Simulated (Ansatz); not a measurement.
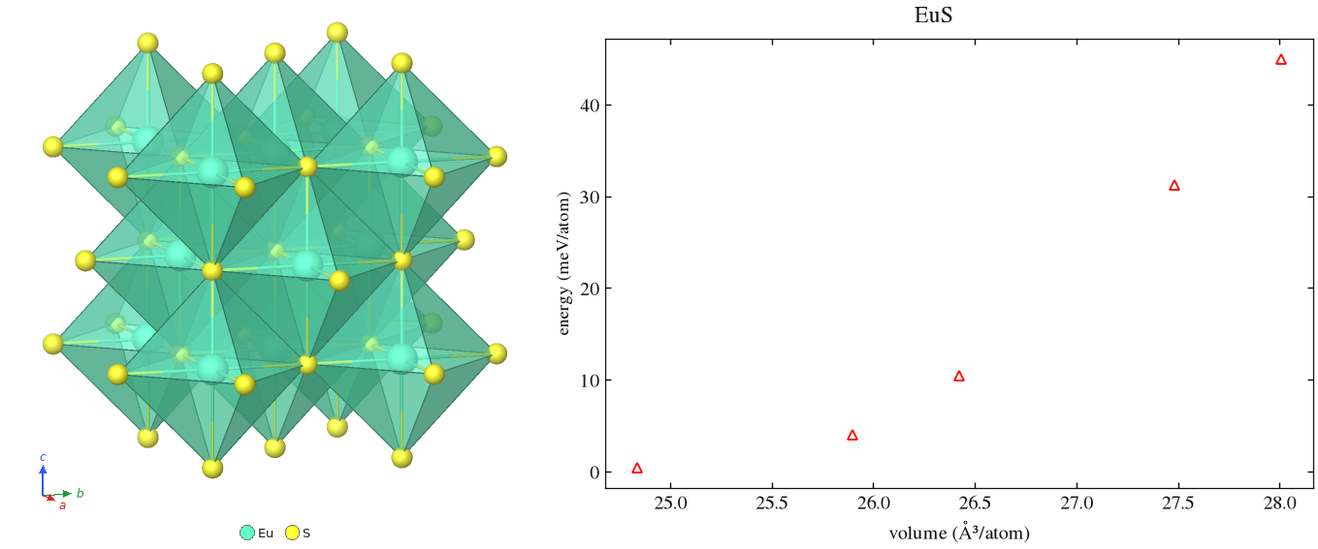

The picture above shows the energy against volume for EuS, space group Fm-3m (No. 225). The conventional cell is drawn beside the plot.

The given structure:
```cif
data_structure
_symmetry_space_group_name_H-M 'P 1'
_symmetry_Int_Tables_number 1
_cell_length_a 4.2122
_cell_length_b 4.2122
_cell_length_c 4.2122
_cell_angle_alpha 60.000
_cell_angle_beta 60.000
_cell_angle_gamma 60.000
_cell_volume 52.85
loop_
_atom_site_label
_atom_site_type_symbol
_atom_site_fract_x
_atom_site_fract_y
_atom_site_fract_z
_atom_site_occupancy
Eu1 Eu 0.00000 0.00000 0.00000 1
S1 S 0.50000 0.50000 0.50000 1
```

How it was computed, with Ansatz 0.2.0: all-electron LAPW DFT, collinear spins; energies at scaled volumes of the given cell, shape and fractions fixed, counted from the fit's minimum, third-order Birch-Murnaghan fit. Level: PBE, collinear spin.

- k mesh: 8×8×8
- occupations: Fermi–Dirac
- smearing width: 0.05 eV
- potentials: all electron LAPW, scalar relativistic
- program settings: basis error eV/atom 0.0005

The points at volume 25.37 Å³/atom and 26.95 Å³/atom are left out of the plot. What values does the calculation give there?

```csv
volume (Å³/atom),energy (meV/atom)
25.37,0.50
26.95,19.64
```
